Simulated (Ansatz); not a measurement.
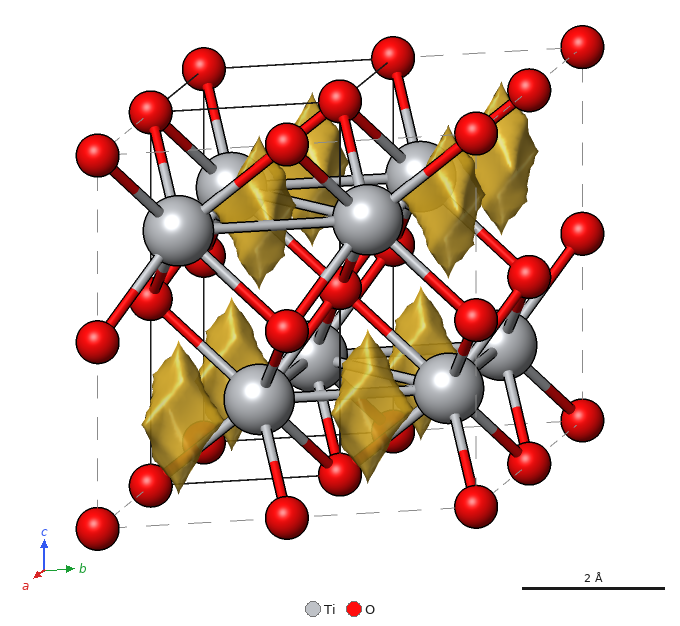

The yellow surface encloses the points that the centre of a probe sphere of radius 0.30 Å can occupy in TiO (P6_3/mmc, No. 194), computed on a grid of about 0.12 Å (2×2×1 cells shown, view slightly off an axis; pale faces close the region where the box cuts it).

Atoms are hard spheres with Shannon crystal radii (six-coordinate where tabulated): Ti 1.00 Å, O 1.26 Å.

Origin of the cell: the end point of a relaxation at fixed volume with Ansatz, DFT r2SCAN, scalar-relativistic, plane waves, PAW.

```cif
data_structure
_symmetry_space_group_name_H-M 'P6_3/mmc'
_symmetry_Int_Tables_number 194
_cell_length_a 2.7667
_cell_length_b 2.7667
_cell_length_c 5.4356
_cell_angle_alpha 90.000
_cell_angle_beta 90.000
_cell_angle_gamma 120.000
_cell_volume 36.03
loop_
_atom_site_label
_atom_site_type_symbol
_atom_site_symmetry_multiplicity
_atom_site_Wyckoff_symbol
_atom_site_fract_x
_atom_site_fract_y
_atom_site_fract_z
_atom_site_occupancy
Ti1 Ti 2 c 0.33333 0.66667 0.25000 1
O1 O 2 a 0.00000 0.00000 0.00000 1
```

Q: Is the space open to the probe made of pockets or channels?

A: They are isolated pockets that do not connect across cells.

Q: What share of the cell can the probe's centre reach?

A: About 4.1 % of the volume (1.5 Å³ of 36.0 Å³).

Q: Give the largest included and the largest free sphere.

A: The largest sphere that fits anywhere has a diameter of 1.27 Å; the largest that can travel through the crystal, about 0.4 Å.

Q: How does the connectivity change as the probe shrinks?

A: Below a radius of about 0.18 Å the space forms one-dimensional channels along [001]. Below a radius of about 0.17 Å the space forms a three-dimensional network. These are grid estimates, good to about 0.05 Å.
